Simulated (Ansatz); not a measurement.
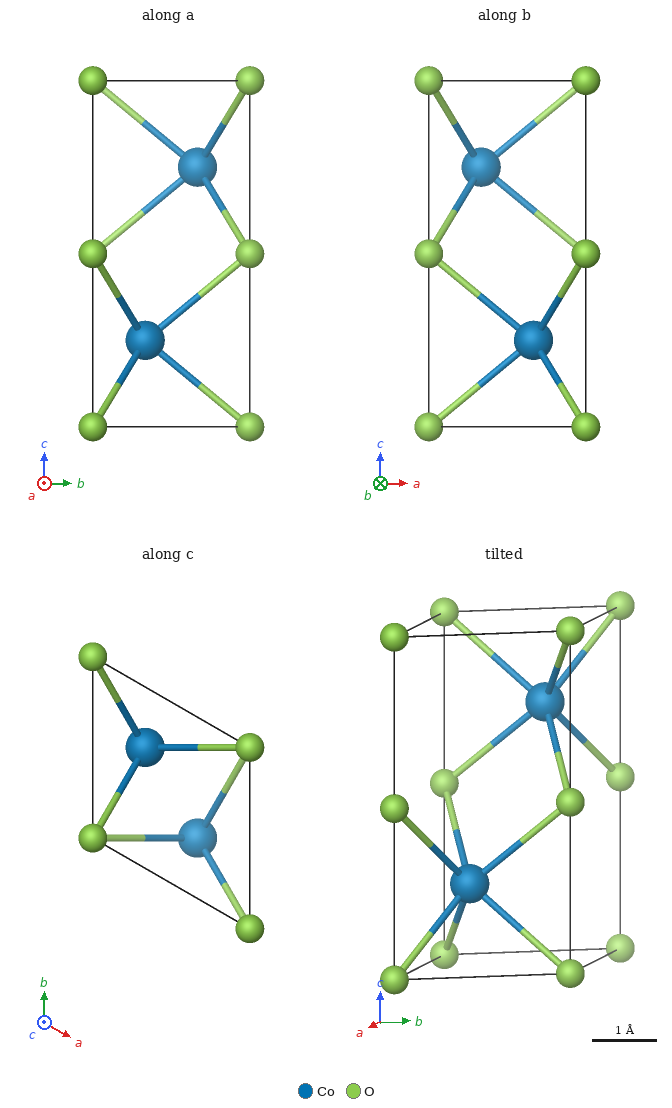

The image is a ball-and-stick drawing of a crystal, viewed along the a axis, along the b axis, along the c axis and slightly off an axis. One conventional unit cell is framed, with atoms on its boundary repeated.

Lattice parameters: a = 2.8420 Å, b = 2.8420 Å, c = 5.4284 Å, α = 90.000°, β = 90.000°, γ = 120.000°.

**Set out the cell and atoms as a CIF with its space group and independent sites.**

```cif
data_structure
_symmetry_space_group_name_H-M 'P 63/m m c'
_symmetry_Int_Tables_number 194
_cell_length_a 2.8420
_cell_length_b 2.8420
_cell_length_c 5.4284
_cell_angle_alpha 90.000
_cell_angle_beta 90.000
_cell_angle_gamma 120.000
_cell_volume 37.97
loop_
_atom_site_label
_atom_site_type_symbol
_atom_site_symmetry_multiplicity
_atom_site_Wyckoff_symbol
_atom_site_fract_x
_atom_site_fract_y
_atom_site_fract_z
_atom_site_occupancy
Co1 Co 2 d 0.3333 0.6667 0.7500 1
O1 O 2 a 0.0000 0.0000 0.0000 1
```

The cell started as a structure type filled with these elements by a generator (whether the compound takes this form wasn't checked). Atoms and cell were optimised with Ansatz 0.2.0, DFT PBE, scalar-relativistic, plane waves, PAW.
